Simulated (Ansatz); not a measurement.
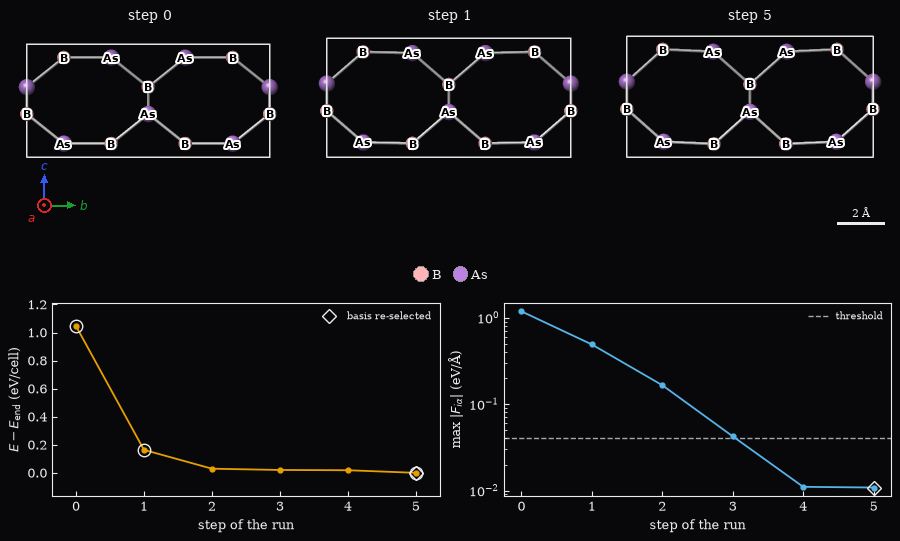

Frames of a relaxation of crystalline BAs (a generated structure, set up in Pmmn) (coarse preliminary run), marked on the history of the run. A ball-and-stick model of the cell of the calculation, seen along the a axis.

Computed with DFT PBE, scalar-relativistic, plane waves, PAW (Ansatz). Set-up: plane-wave cutoff 420 eV; k-point mesh 6 × 2 × 4; occupations gaussian; smearing width 0.1 eV; no spin polarisation; cell and atoms relaxed; force threshold 0.04 eV/Å; at most 70 steps.

Q: Describe the path.

A: The largest moves relative to the cell, 0.089 Å, are those of B atoms. Largest moves by element: B 0.089 Å, As 0.050 Å. The volume changes by +11.0 %, with a 3.321 → 3.405 Å (+2.5 %), b 10.352 → 10.497 Å (+1.4 %), c 4.821 → 5.147 Å (+6.8 %). Near-neighbour distances that change, for instance: As–B 2.023 → 2.153 Å, As–B 2.022 → 2.090 Å, As–B 2.018 → 2.068 Å. Bond angles that change, for instance: B–As–B 102.7° → 96.2°, As–B–As 141.4° → 135.5°, As–B–As 102.7° → 96.9°. The space group stays Pmmn (No. 59). After 4 accepted moves (5 points after the start) the energy has fallen by 1.046 eV per cell of the calculation. Largest force component: 1.2 eV/Å at the start, 0.011 eV/Å at the end. The pressure goes from 14.72 to 0.11 GPa. The SCF was repeated once at an unchanged geometry on a basis and grid sized afresh for the cell, which shifted the energy by 18.6 meV per cell of the calculation at most. The run took 4 min on 1 thread of Intel(R) Xeon(R) Processor @ 2.50GHz (Skylake/Cascade Lake) (shared host), peak memory 0.57 GiB. From step 0 to 1: B atoms move most (0.04 Å), volume +6.5 %, energy −0.882 eV per cell of the calculation. From step 1 to 5: B atoms move most (0.05 Å), volume +4.2 %, energy −0.164 eV per cell of the calculation.
